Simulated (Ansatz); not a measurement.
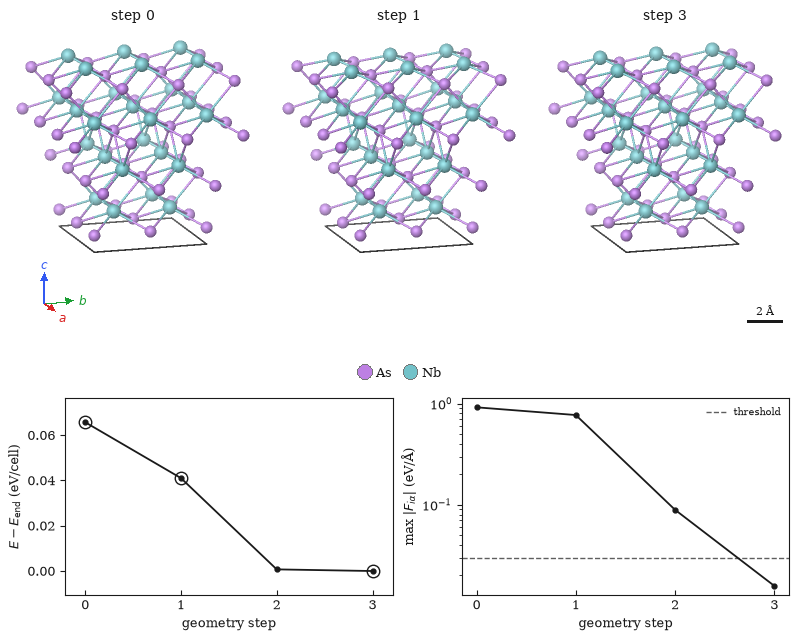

Frames of a constrained relaxation of a slab of composition NbAs (cut from the I4_1md phase), marked on the history of the run. Style: ball-and-stick. Shown: the 2 × 2 repeat of the cell, outlined in the plane, without the vacuum, slightly off an axis.

Case: clean slab, lower half held. The slab is the (0 0 1) face of NbAs. 4 atoms are held fixed.

The calculation used DFT PBEsol, scalar-relativistic, plane waves, PAW in Ansatz. Set-up: plane-wave cutoff 420 eV; k-point mesh 8 × 8 × 1; occupations gaussian; smearing width 0.1 eV; no spin polarisation; dipole correction; atoms relaxed in a fixed cell; force threshold 0.03 eV/Å; at most 70 steps.

Describe the path.

Answer. A Nb atom moves most: 0.12 Å along the normal (−c). By element the largest moves are Nb 0.12 Å, As 0.02 Å. The lattice vectors keep their values. Some distances before and after: Nb–Nb 3.370 → 3.260 Å, As–Nb 2.609 → 2.560 Å, As–Nb 2.603 → 2.615 Å. Bond angles that change, for instance: As–Nb–As 137.5° → 143.6°, Nb–As–Nb 137.5° → 143.6°, Nb–As–Nb 80.6° → 78.1°. After 3 geometry steps the energy has fallen by 65.7 meV per cell of the calculation. The largest force component goes from 0.92 to 0.016 eV/Å. Cost: 100 s on 2 threads of Arm Neoverse V2 (shared host), peak memory 0.79 GiB. From step 0 to 1: a Nb atom moves most (0.19 Å), energy −24.7 meV per cell of the calculation. From step 1 to 3: a Nb atom moves most (0.07 Å), energy −41.0 meV per cell of the calculation.

```csv
step,"E − E(0), meV/atom","largest force component, eV/Å"
0,0.00,0.9205
1,-3.08,0.7723
2,-8.12,0.0892
3,-8.22,0.0158
```
